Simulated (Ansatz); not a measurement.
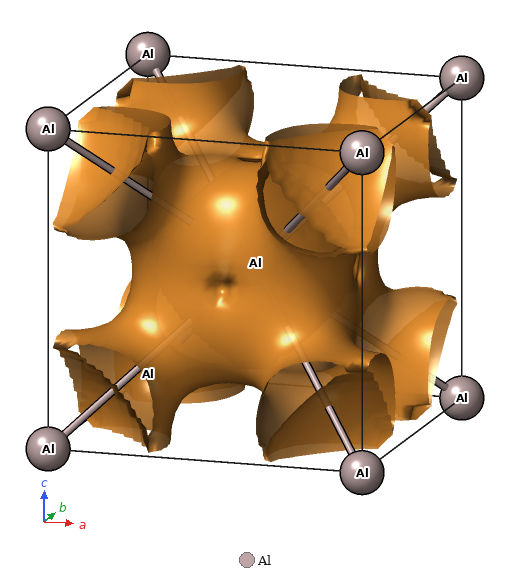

Figure 1: Al. Isosurface of the electron localisation function at 0.55 (orange), seen slightly off an axis. Core shells and regions of very low density are left out. Sticks mark near contacts.

Space group Im-3m; a structure from a database of computed crystals, not necessarily the ambient phase; computed without spin polarisation.

Computed with DFT LDA, scalar-relativistic, plane waves, PAW in Ansatz 0.2.0.

```
CELL_PARAMETERS angstrom
3.18915 0.00000 0.00000
0.00000 3.18915 0.00000
0.00000 0.00000 3.18915
ATOMIC_POSITIONS crystal
Al 0.00000 0.00000 0.00000
Al 0.50000 0.50000 0.50000
```

**Identify the bonds, lone pairs and shells in this picture.**

At this value the surface marks out one network that runs through the whole crystal, counted in one cell of 2 atoms. Regions shared between cells count once. There are no localised bonds or lone pairs at this value. Profiles from the grid: Al–Al (2.76 Å): the ELF peaks at about 0.65 between the atoms.
